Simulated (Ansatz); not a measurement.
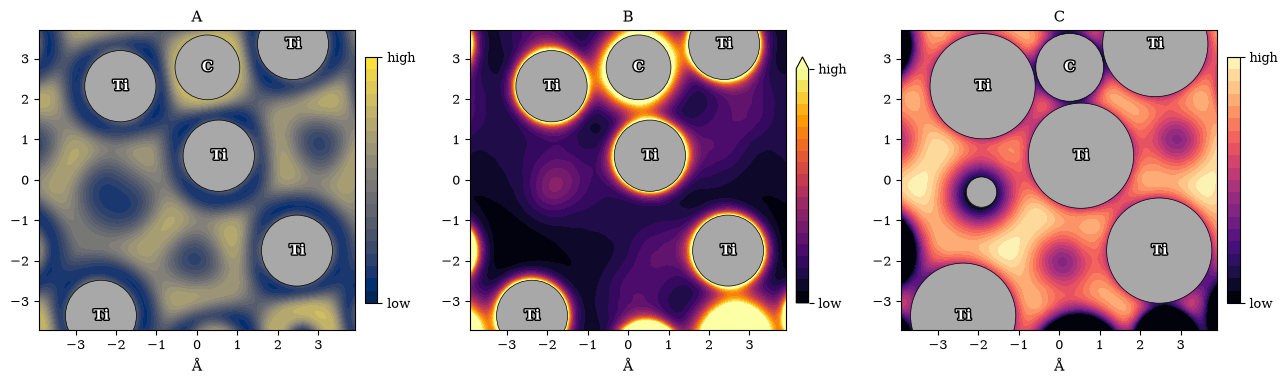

Ti16C (cell with a defect): 3 fields on the (001) plane of the calculation cell, with unlabelled colour scales. Grey discs cover the atomic cores.

Computed without spin polarisation.

These are results of Ansatz 0.2.0, DFT PBE, scalar-relativistic, plane waves, PAW, not measurements.

### Which field does each panel show? The fields are: electron localisation function, electrostatic potential energy of an electron and valence pseudo-density.

Panel A: electron localisation function. Panel B: valence pseudo-density. Panel C: electrostatic potential energy of an electron (low next to the atoms, rising into the space between them).
